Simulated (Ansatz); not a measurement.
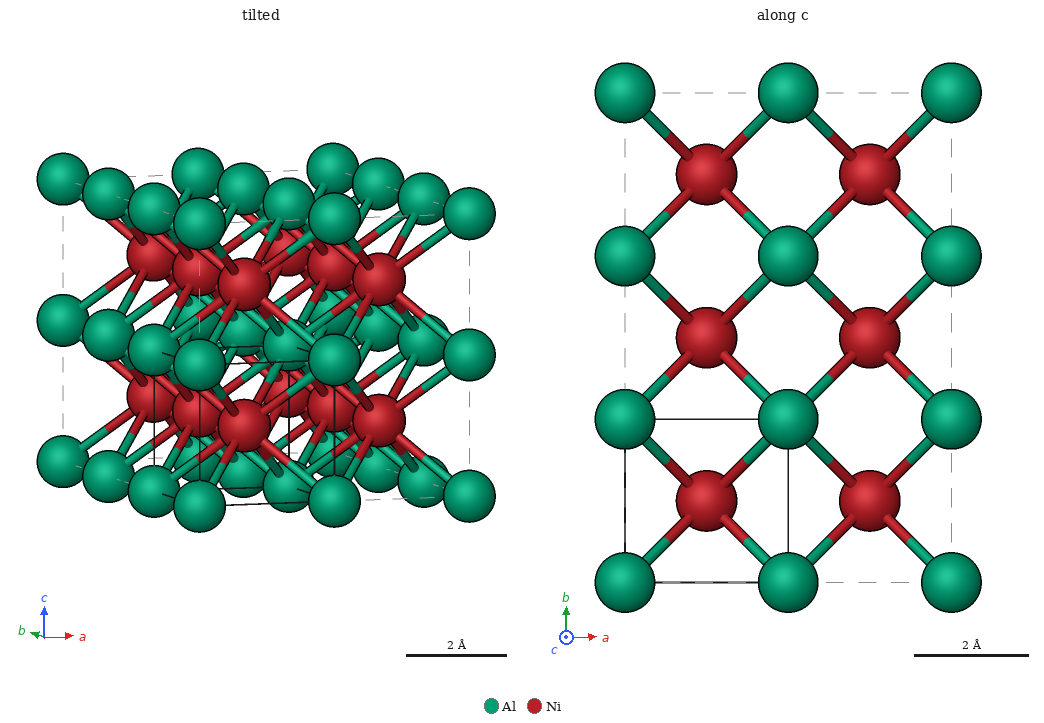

Crystal structure, ball-and-stick style, seen slightly off an axis and along the c axis. The unit cell (solid box) is repeated to 2×3×2 cells. Cell: a = 2.865 Å, b = 2.865 Å, c = 2.860 Å, α = 90.00°, β = 90.00°, γ = 89.99°.

Notes on the structure:

The formula is AlNi. Within 0.01 Å the space group is Pm-3m (No. 221), primitive cubic: caesium chloride (CsCl, B2) type. The cell has 2 atoms, namely 1 Al, 1 Ni. Al is coordinated by eight Ni in a cubic arrangement at about 2.5 Å. Around each Ni lie eight Al in a cubic arrangement at about 2.5 Å. The bonds build a three-dimensional framework.

Starting structure: a structure listed in the Materials Project. What is shown is the relaxed result from DFT r2SCAN, scalar-relativistic, plane waves, PAW (Ansatz 0.2.0).
